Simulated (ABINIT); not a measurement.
# PbS: dielectric calculation (part 2 of 3)

PbS (Pm-3m, 2 atoms in the cell); Kohn-Sham DFT of a periodic cell, PBE, JTH PAW PBE v2.0, no spin polarisation (ABINIT 10.8.3); cutoff 517.02 eV, 6×6×6 k-mesh, fixed occupations. The structure derives from a Materials Project entry.

Geometry of the input (Å; fractional positions):
```
3.6537  0.0000  0.0000
0.0000  3.6537  0.0000
0.0000  0.0000  3.6537
Pb 0.0000  0.0000  0.0000
S  0.5000  0.5000  0.5000
```

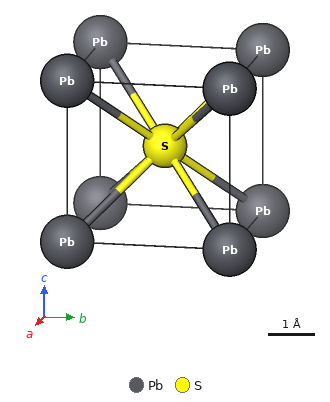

*The structure (ball-and-stick view of the cell of the calculation, seen slightly off an axis).*

**Output, continued**
```
--- !DatasetInfo
iteration_state: {dtset: 2, }
dimensions: {natom: 2, nkpt: 108, mband: 10, nsppol: 1, nspinor: 1, nspden: 1, mpw: 1316, }
cutoff_energies: {ecut:  19.0, pawecutdg:  38.0, }
electrons: {nelect:   2.00000000E+01, charge:   0.00000000E+00, occopt:   1.00000000E+00, tsmear:   1.00000000E-02, }
meta: {optdriver: 1, rfelfd: 2, }
...

 mkfilename : getwfk/=0, take file _WFK from output of DATASET   1.

 Exchange-correlation functional for the present dataset will be:
  GGA: Perdew-Burke-Ernzerhof functional - ixc=11
  J.P.Perdew, K.Burke, M.Ernzerhof, PRL 77, 3865 (1996)

 Real(R)+Recip(G) space primitive vectors, cartesian coordinates (Bohr,Bohr^-1):
 R(1)=  6.9044149  0.0000000  0.0000000  G(1)=  0.1448349  0.0000000  0.0000000
 R(2)=  0.0000000  6.9044149  0.0000000  G(2)=  0.0000000  0.1448349  0.0000000
 R(3)=  0.0000000  0.0000000  6.9044149  G(3)=  0.0000000  0.0000000  0.1448349
 Unit cell volume ucvol=  3.2913998E+02 bohr^3
 Angles (23,13,12)=  9.00000000E+01  9.00000000E+01  9.00000000E+01 degrees
 setup1 : take into account q-point for computing boxcut.

 Coarse grid specifications (used for wave-functions):

 getcut: wavevector=  0.0000  0.0000  0.0000  ngfft=  30  30  30
         ecut(hartree)=     19.000   => boxcut(ratio)=   2.21438

 getcut : COMMENT -
  Note that boxcut > 2.2 ; recall that boxcut=Gcut(box)/Gcut(sphere) = 2
  is sufficient for exact treatment of convolution.
  Such a large boxcut is a waste : you could raise ecut
  e.g. ecut=   23.291556 Hartrees makes boxcut=2

 Fine grid specifications (used for densities):

 getcut: wavevector=  0.0000  0.0000  0.0000  ngfft=  40  40  40
         ecut(hartree)=     38.000   => boxcut(ratio)=   2.08774
--------------------------------------------------------------------------------

 ==>  initialize data related to q vector <==

 The list of irreducible perturbations for this q vector is:
    1)    idir= 1    ipert=   3
    2)    idir= 2    ipert=   3
    3)    idir= 3    ipert=   3

================================================================================

--------------------------------------------------------------------------------
 Perturbation wavevector (in red.coord.)   0.000000  0.000000  0.000000
 Perturbation : derivative vs k along direction   1
 The set of symmetries contains only one element for this perturbation.
 symkpt : not enough symmetry to change the number of k points.

--------------------------------------------------------------------------------

--------------------------------------------------------------------------------

 Initialisation of the first-order wave-functions :
  ireadwf=   0

--- !BeginCycle
iteration_state: {dtset: 2, }
solver: {iscf: -3, nstep: 80, nline: 4, wfoptalg: 10, }
tolerances: {tolwfr: 1.00E-18, }
...

     iter   2DEtotal(Ha)        deltaE(Ha) residm    vres2
-ETOT  1  -16.032037156081     -1.603E+01 3.871E-01 0.000E+00
 ETOT  2  -16.280912434845     -2.489E-01 2.345E-01 0.000E+00
 ETOT  3  -16.298828223233     -1.792E-02 5.746E-03 0.000E+00
 ETOT  4  -16.300857920531     -2.030E-03 6.138E-03 0.000E+00
 ETOT  5  -16.301143193985     -2.853E-04 1.660E-04 0.000E+00
 ETOT  6  -16.301187829489     -4.464E-05 1.981E-04 0.000E+00
 ETOT  7  -16.301195299785     -7.470E-06 5.442E-06 0.000E+00
 ETOT  8  -16.301196596138     -1.296E-06 6.829E-06 0.000E+00
 ETOT  9  -16.301196827207     -2.311E-07 1.882E-07 0.000E+00
 ETOT 10  -16.301196869069     -4.186E-08 2.415E-07 0.000E+00
 ETOT 11  -16.301196876755     -7.686E-09 6.660E-09 0.000E+00
 ETOT 12  -16.301196878179     -1.424E-09 8.642E-09 0.000E+00
 ETOT 13  -16.301196878444     -2.656E-10 2.387E-10 0.000E+00
 ETOT 14  -16.301196878494     -4.981E-11 3.114E-10 0.000E+00
 ETOT 15  -16.301196878503     -9.329E-12 8.623E-12 0.000E+00
 ETOT 16  -16.301196878505     -1.730E-12 1.127E-11 0.000E+00
 ETOT 17  -16.301196878505     -3.126E-13 3.129E-13 0.000E+00
 ETOT 18  -16.301196878506     -7.105E-14 4.089E-13 0.000E+00
 ETOT 19  -16.301196878506      3.553E-15 1.139E-14 0.000E+00
 ETOT 20  -16.301196878506     -1.066E-14 1.487E-14 0.000E+00
 ETOT 21  -16.301196878505      1.776E-14 4.158E-16 0.000E+00
 ETOT 22  -16.301196878505      2.842E-14 5.419E-16 0.000E+00
 ETOT 23  -16.301196878505     -7.105E-15 1.520E-17 0.000E+00
 ETOT 24  -16.301196878505      1.776E-14 1.977E-17 0.000E+00
 ETOT 25  -16.301196878505     -3.553E-15 9.944E-19 0.000E+00

 At SCF step   25   max residual=  9.94E-19 < tolwfr=  1.00E-18 =>converged.
================================================================================

 ----iterations are completed or convergence reached----

 Mean square residual over all n,k,spin=   49.208E-20; max=  99.445E-20
 dfpt_looppert : ek2=    3.3125769114E+01
          f-sum rule ratio=    6.5348950405E-01
 Expectation of eigenvalue derivatives (hartree) for nkpt= 108  k points:
  (in case of degenerate eigenvalues, averaged derivative)
 kpt#   1, nband= 10, wtk=  0.00926, kpt=  0.0833  0.0833  0.0833 (reduced coord)
   0.00485    0.00485   -0.00267   -0.00207   -0.00207    0.05155   -0.07624   -0.05684
  -0.05684    0.16743
 prteigrs : prtvol=0 or 1, do not print more k-points.

 2DEtotal=   -0.1630119688E+02 Ha. Also 2DEtotal=   -0.443578164533E+03 eV
    (  non-var. 2DEtotal :   -1.6301196877E+01 Ha)

--------------------------------------------------------------------------------
 Perturbation wavevector (in red.coord.)   0.000000  0.000000  0.000000
 Perturbation : derivative vs k along direction   2
 The set of symmetries contains only one element for this perturbation.
 symkpt : not enough symmetry to change the number of k points.

--------------------------------------------------------------------------------

--------------------------------------------------------------------------------

 Initialisation of the first-order wave-functions :
  ireadwf=   0

--- !BeginCycle
iteration_state: {dtset: 2, }
solver: {iscf: -3, nstep: 80, nline: 4, wfoptalg: 10, }
tolerances: {tolwfr: 1.00E-18, }
...

     iter   2DEtotal(Ha)        deltaE(Ha) residm    vres2
-ETOT  1  -16.030872878106     -1.603E+01 3.871E-01 0.000E+00
 ETOT  2  -16.280848369016     -2.500E-01 2.345E-01 0.000E+00
 ETOT  3  -16.298824704430     -1.798E-02 5.746E-03 0.000E+00
 ETOT  4  -16.300857739130     -2.033E-03 6.138E-03 0.000E+00
 ETOT  5  -16.301143197841     -2.855E-04 1.660E-04 0.000E+00
 ETOT  6  -16.301187843976     -4.465E-05 1.981E-04 0.000E+00
 ETOT  7  -16.301195314880     -7.471E-06 5.442E-06 0.000E+00
 ETOT  8  -16.301196611267     -1.296E-06 6.829E-06 0.000E+00
 ETOT  9  -16.301196842338     -2.311E-07 1.882E-07 0.000E+00
 ETOT 10  -16.301196884200     -4.186E-08 2.415E-07 0.000E+00
 ETOT 11  -16.301196891886     -7.686E-09 6.660E-09 0.000E+00
 ETOT 12  -16.301196893309     -1.424E-09 8.642E-09 0.000E+00
 ETOT 13  -16.301196893575     -2.656E-10 2.387E-10 0.000E+00
 ETOT 14  -16.301196893625     -4.977E-11 3.114E-10 0.000E+00
 ETOT 15  -16.301196893634     -9.411E-12 8.623E-12 0.000E+00
 ETOT 16  -16.301196893636     -1.688E-12 1.127E-11 0.000E+00
 ETOT 17  -16.301196893636     -3.340E-13 3.129E-13 0.000E+00
 ETOT 18  -16.301196893636     -7.816E-14 4.089E-13 0.000E+00
 ETOT 19  -16.301196893636      1.421E-14 1.139E-14 0.000E+00
 ETOT 20  -16.301196893636      1.421E-14 1.487E-14 0.000E+00
 ETOT 21  -16.301196893636     -1.421E-14 4.158E-16 0.000E+00
 ETOT 22  -16.301196893636     -7.105E-15 5.419E-16 0.000E+00
 ETOT 23  -16.301196893636     -1.421E-14 1.520E-17 0.000E+00
 ETOT 24  -16.301196893636      1.421E-14 1.977E-17 0.000E+00
 ETOT 25  -16.301196893636      1.776E-14 9.944E-19 0.000E+00

 At SCF step   25   max residual=  9.94E-19 < tolwfr=  1.00E-18 =>converged.
================================================================================

 ----iterations are completed or convergence reached----

 Mean square residual over all n,k,spin=   49.217E-20; max=  99.445E-20
 dfpt_looppert : ek2=    3.3125769114E+01
          f-sum rule ratio=    6.5348950517E-01
 Expectation of eigenvalue derivatives (hartree) for nkpt= 108  k points:
  (in case of degenerate eigenvalues, averaged derivative)
 kpt#   1, nband= 10, wtk=  0.00926, kpt=  0.0833  0.0833  0.0833 (reduced coord)
   0.00485    0.00485   -0.00267   -0.00207   -0.00207    0.05155   -0.07624   -0.05684
  -0.05684    0.16743
 prteigrs : prtvol=0 or 1, do not print more k-points.

 2DEtotal=   -0.1630119689E+02 Ha. Also 2DEtotal=   -0.443578164945E+03 eV
    (  non-var. 2DEtotal :   -1.6301196892E+01 Ha)

--------------------------------------------------------------------------------
 Perturbation wavevector (in red.coord.)   0.000000  0.000000  0.000000
 Perturbation : derivative vs k along direction   3
 The set of symmetries contains only one element for this perturbation.
 symkpt : not enough symmetry to change the number of k points.

--------------------------------------------------------------------------------

--------------------------------------------------------------------------------

 Initialisation of the first-order wave-functions :
  ireadwf=   0

--- !BeginCycle
iteration_state: {dtset: 2, }
solver: {iscf: -3, nstep: 80, nline: 4, wfoptalg: 10, }
tolerances: {tolwfr: 1.00E-18, }
...

     iter   2DEtotal(Ha)        deltaE(Ha) residm    vres2
-ETOT  1  -16.032037796147     -1.603E+01 3.871E-01 0.000E+00
 ETOT  2  -16.280912499808     -2.489E-01 2.345E-01 0.000E+00
 ETOT  3  -16.298828256444     -1.792E-02 5.746E-03 0.000E+00
 ETOT  4  -16.300857951864     -2.030E-03 6.138E-03 0.000E+00
 ETOT  5  -16.301143225210     -2.853E-04 1.660E-04 0.000E+00
 ETOT  6  -16.301187860707     -4.464E-05 1.981E-04 0.000E+00
 ETOT  7  -16.301195331003     -7.470E-06 5.442E-06 0.000E+00
 ETOT  8  -16.301196627356     -1.296E-06 6.829E-06 0.000E+00
 ETOT  9  -16.301196858425     -2.311E-07 1.882E-07 0.000E+00
 ETOT 10  -16.301196900287     -4.186E-08 2.415E-07 0.000E+00
 ETOT 11  -16.301196907973     -7.686E-09 6.660E-09 0.000E+00
 ETOT 12  -16.301196909396     -1.424E-09 8.642E-09 0.000E+00
 ETOT 13  -16.301196909662     -2.658E-10 2.387E-10 0.000E+00
 ETOT 14  -16.301196909712     -4.966E-11 3.114E-10 0.000E+00
 ETOT 15  -16.301196909721     -9.283E-12 8.623E-12 0.000E+00
 ETOT 16  -16.301196909723     -1.847E-12 1.127E-11 0.000E+00
 ETOT 17  -16.301196909723     -3.340E-13 3.129E-13 0.000E+00
 ETOT 18  -16.301196909723     -8.527E-14 4.089E-13 0.000E+00
 ETOT 19  -16.301196909723      0.000E+00 1.139E-14 0.000E+00
 ETOT 20  -16.301196909723     -2.132E-14 1.487E-14 0.000E+00
 ETOT 21  -16.301196909723      0.000E+00 4.158E-16 0.000E+00
 ETOT 22  -16.301196909723      2.132E-14 5.419E-16 0.000E+00
 ETOT 23  -16.301196909723      0.000E+00 1.520E-17 0.000E+00
 ETOT 24  -16.301196909723      1.421E-14 1.977E-17 0.000E+00
 ETOT 25  -16.301196909723     -2.842E-14 9.944E-19 0.000E+00

 At SCF step   25   max residual=  9.94E-19 < tolwfr=  1.00E-18 =>converged.
================================================================================

 ----iterations are completed or convergence reached----

 Mean square residual over all n,k,spin=   49.209E-20; max=  99.445E-20
 dfpt_looppert : ek2=    3.3125769114E+01
          f-sum rule ratio=    6.5348950635E-01
 Expectation of eigenvalue derivatives (hartree) for nkpt= 108  k points:
  (in case of degenerate eigenvalues, averaged derivative)
 kpt#   1, nband= 10, wtk=  0.00926, kpt=  0.0833  0.0833  0.0833 (reduced coord)
   0.00485    0.00485   -0.00267   -0.00207   -0.00207    0.05155   -0.07624   -0.05684
  -0.05684    0.16743
 prteigrs : prtvol=0 or 1, do not print more k-points.

 2DEtotal=   -0.1630119691E+02 Ha. Also 2DEtotal=   -0.443578165382E+03 eV
    (  non-var. 2DEtotal :   -1.6301196908E+01 Ha)
================================================================================

 ---- first-order wavefunction calculations are completed ----

 respfn : d/dk was computed, but no 2DTE, so no DDB output.

================================================================================
== DATASET  3 ==================================================================

--- !DatasetInfo
iteration_state: {dtset: 3, }
dimensions: {natom: 2, nkpt: 108, mband: 10, nsppol: 1, nspinor: 1, nspden: 1, mpw: 1316, }
cutoff_energies: {ecut:  19.0, pawecutdg:  38.0, }
electrons: {nelect:   2.00000000E+01, charge:   0.00000000E+00, occopt:   1.00000000E+00, tsmear:   1.00000000E-02, }
meta: {optdriver: 1, rfelfd: 3, }
...

 mkfilename : getwfk/=0, take file _WFK from output of DATASET   1.

 mkfilename : getddk/=0, take file _1WF from output of DATASET   2.

 Exchange-correlation functional for the present dataset will be:
  GGA: Perdew-Burke-Ernzerhof functional - ixc=11
  J.P.Perdew, K.Burke, M.Ernzerhof, PRL 77, 3865 (1996)

 Real(R)+Recip(G) space primitive vectors, cartesian coordinates (Bohr,Bohr^-1):
 R(1)=  6.9044149  0.0000000  0.0000000  G(1)=  0.1448349  0.0000000  0.0000000
 R(2)=  0.0000000  6.9044149  0.0000000  G(2)=  0.0000000  0.1448349  0.0000000
 R(3)=  0.0000000  0.0000000  6.9044149  G(3)=  0.0000000  0.0000000  0.1448349
 Unit cell volume ucvol=  3.2913998E+02 bohr^3
 Angles (23,13,12)=  9.00000000E+01  9.00000000E+01  9.00000000E+01 degrees
 setup1 : take into account q-point for computing boxcut.

 Coarse grid specifications (used for wave-functions):

 getcut: wavevector=  0.0000  0.0000  0.0000  ngfft=  30  30  30
         ecut(hartree)=     19.000   => boxcut(ratio)=   2.21438

 getcut : COMMENT -
  Note that boxcut > 2.2 ; recall that boxcut=Gcut(box)/Gcut(sphere) = 2
  is sufficient for exact treatment of convolution.
  Such a large boxcut is a waste : you could raise ecut
  e.g. ecut=   23.291556 Hartrees makes boxcut=2

 Fine grid specifications (used for densities):

 getcut: wavevector=  0.0000  0.0000  0.0000  ngfft=  40  40  40
         ecut(hartree)=     38.000   => boxcut(ratio)=   2.08774
--------------------------------------------------------------------------------

-open ddk wf file :runo_DS2_1WF7
-open ddk wf file :runo_DS2_1WF8
-open ddk wf file :runo_DS2_1WF9

 ==>  initialize data related to q vector <==

 The list of irreducible perturbations for this q vector is:
    1)    idir= 1    ipert=   4

================================================================================

 The perturbation idir=   2  ipert=   4 is
 symmetric of a previously calculated perturbation.
 So, its SCF calculation is not needed.

 The perturbation idir=   3  ipert=   4 is
 symmetric of a previously calculated perturbation.
 So, its SCF calculation is not needed.

--------------------------------------------------------------------------------
 Perturbation wavevector (in red.coord.)   0.000000  0.000000  0.000000
 Perturbation : homogeneous electric field along direction   1
 The set of symmetries contains only one element for this perturbation.
 symkpt : not enough symmetry to change the number of k points.

--------------------------------------------------------------------------------

--------------------------------------------------------------------------------

 Initialisation of the first-order wave-functions :
  ireadwf=   0

--- !BeginCycle
iteration_state: {dtset: 3, }
solver: {iscf: 7, nstep: 80, nline: 4, wfoptalg: 10, }
tolerances: {tolvrs: 1.00E-08, }
...

     iter   2DEtotal(Ha)        deltaE(Ha) residm    vres2
-ETOT  1  -302.10504021616     -3.021E+02 1.616E+01 3.235E+04
 ETOT  2  -322.85354509217     -2.075E+01 2.558E+01 7.417E+02
 ETOT  3  -323.64525360191     -7.917E-01 4.186E-01 7.902E+01
 ETOT  4  -323.72715336436     -8.190E-02 2.524E-01 2.384E+00
 ETOT  5  -323.73754680709     -1.039E-02 9.155E-03 2.431E-01
 ETOT  6  -323.73890671444     -1.360E-03 5.391E-03 2.467E-02
 ETOT  7  -323.73911366725     -2.070E-04 2.055E-04 2.797E-04
 ETOT  8  -323.73914370959     -3.004E-05 1.262E-04 6.946E-05
 ETOT  9  -323.73914837683     -4.667E-06 4.852E-06 3.474E-06
 ETOT 10  -323.73914910918     -7.324E-07 3.093E-06 1.867E-06
 ETOT 11  -323.73914922717     -1.180E-07 1.232E-07 9.680E-08
 ETOT 12  -323.73914924624     -1.907E-08 8.026E-08 1.679E-09

 At SCF step   12       vres2   =  1.68E-09 < tolvrs=  1.00E-08 =>converged.
-open ddk wf file :runo_DS2_1WF7
-open ddk wf file :runo_DS2_1WF8
-open ddk wf file :runo_DS2_1WF9
================================================================================

 ----iterations are completed or convergence reached----

 Mean square residual over all n,k,spin=   60.486E-11; max=  80.265E-09

 2DEtotal=   -0.3237391492E+03 Ha. Also 2DEtotal=   -0.880939103308E+04 eV
    (  non-var. 2DEtotal :   -3.2373880249E+02 Ha)
================================================================================

 ---- first-order wavefunction calculations are completed ----

 ==> Compute Derivative Database <==
 The violation of the charge neutrality conditions
 by the effective charges is as follows :
    atom        electric field
 displacement     direction
       1               1        0.072266        0.000000
       1               2       -0.000000        0.000000
       1               3       -0.000000        0.000000
       2               1       -0.000000        0.000000
       2               2        0.072266        0.000000
       2               3       -0.000000        0.000000
       3               1        0.000000        0.000000
       3               2       -0.000000        0.000000
       3               3        0.072266        0.000000

 Effective charge tensors after
 imposition of the charge neutrality (if requested by user),
 and eventual restriction to some part :
   atom    displacement
         1         1    4.664893E+00   -3.593850E-16   -1.951677E-16
         1         2   -3.211773E-16    4.664893E+00   -6.580386E-16
         1         3    1.126493E-16   -5.496084E-16    4.664893E+00
         2         1   -4.664893E+00    3.593850E-16    1.951677E-16
         2         2    3.211773E-16   -4.664893E+00    6.580386E-16
         2         3   -1.126493E-16    5.496084E-16   -4.664893E+00
 Now, the imaginary part of the dynamical matrix is zeroed

  Dielectric tensor, in cartesian coordinates,
     j1       j2             matrix element
  dir pert dir pert     real part    imaginary part

   1    4   1    4        15.9251259406        -0.0000000000

   2    4   2    4        15.9251259406        -0.0000000000

   3    4   3    4        15.9251259406        -0.0000000000

  Effective charges, in cartesian coordinates,
  (from electric field response)
   if specified in the inputs, charge neutrality has been imposed
     j1       j2             matrix element
  dir pert dir pert     real part    imaginary part

   1    1   1    4         4.6648933352         0.0000000000
   1    2   1    4        -4.6648933352         0.0000000000

   2    1   2    4         4.6648933357         0.0000000000
   2    2   2    4        -4.6648933357         0.0000000000

   3    1   3    4         4.6648933354         0.0000000000
   3    2   3    4        -4.6648933354         0.0000000000

  Warning: The rigid-atom proper piezoelectric tensor
  from  electric field response requires nsym=1

== END DATASET(S) ==============================================================
================================================================================

 -outvars: echo values of variables after computation  --------
            acell      6.9044148628E+00  6.9044148628E+00  6.9044148628E+00 Bohr
           etotal1    -7.1548180378E+01
           etotal2    -1.6301196910E+01
           etotal3    -3.2373914925E+02
            fcart1    -0.0000000000E+00 -0.0000000000E+00 -0.0000000000E+00
                      -0.0000000000E+00 -0.0000000000E+00 -0.0000000000E+00
            fcart3     0.0000000000E+00  0.0000000000E+00  0.0000000000E+00
                       0.0000000000E+00  0.0000000000E+00  0.0000000000E+00
           strten1     1.2818805390E-05  1.2818805390E-05  1.2818805390E-05
                       0.0000000000E+00  0.0000000000E+00  0.0000000000E+00
           strten3     0.0000000000E+00  0.0000000000E+00  0.0000000000E+00
                       0.0000000000E+00  0.0000000000E+00  0.0000000000E+00
           xangst      0.0000000000E+00  0.0000000000E+00  0.0000000000E+00
                       1.8268294988E+00  1.8268294988E+00  1.8268294988E+00
             xred      0.0000000000E+00  0.0000000000E+00  0.0000000000E+00
                       5.0000000000E-01  5.0000000000E-01  5.0000000000E-01
 Calculation completed.
```
